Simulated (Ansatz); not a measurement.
SiNi$_{3}$

The calculation's input:

```
crystal:
  lattice:
    - [3.542, 0.0, 0.0]
    - [0.0, 3.542, 0.0]
    - [0.0, 0.0, 3.542]
  atoms:
    - { symbol: Ni, position: [0.5, 0.5, 0.0], spin: 1.0 }
    - { symbol: Ni, position: [0.5, 0.0, 0.5], spin: 1.0 }
    - { symbol: Ni, position: [0.0, 0.5, 0.5], spin: 1.0 }
    - { symbol: Si, position: [0.0, 0.0, 0.0] }
hamiltonian:
  xc: pbe
  pseudopotentials: { kind: paw }
magnetization:
  spin_polarized: true
kpoints:
  mp_grid: { grid: [8, 8, 8] }
scf:
  occupations: { method: fermi_dirac, width: 0.05 }
output:
  forces: true
  stress: true
  eigenvalues: true
  write_density: true
  write_potential: true
  elf: true
  volumetric_format: npy
relax:
  f_tol: 0.01
  max_steps: 40
  cell: { stress_tol: 0.05, p_target: 10.0 }
```

Command:

```sh
ansatz run input.yaml --threads 2 --pin off --max-ram 5632MiB --backend cpu --events-out ev --progress --plain --runs-dir out
```

Below, planes, directions and counts refer to the conventional cell (a = 3.46 Å, b = 3.46 Å, c = 3.46 Å, α = 90.00°, β = 90.00°, γ = 90.00°).

The fields are those of the run's last geometry, not of the input's.

Space group Pm-3m; computed pressure about 10 GPa in this cell; the program warned that a starting moment wasn't kept; spin-polarised, but the moments vanished.

These are results of Kohn-Sham DFT of a periodic cell, PBE, Ansatz PAW in Ansatz 0.2.0, not measurements.

**Predict the valence pseudo-density and electron localisation function between the atoms.**

Si–Ni (2.44 Å): ρ is about 0.38 e/Å³ halfway; the ELF peaks at about 0.65 in the valence shell of Si, 0.9 Å from its nucleus, and is about 0.40 at the midpoint.

**Does the calculation give a band gap?**

It is metallic or semimetallic at this level of theory: no gap opens.

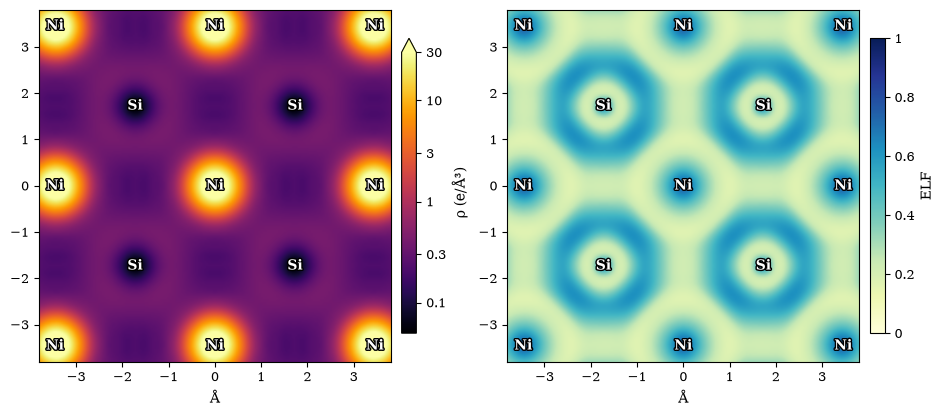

Computed valence pseudo-density and electron localisation function on the (001) plane of the conventional cell, in this order. 
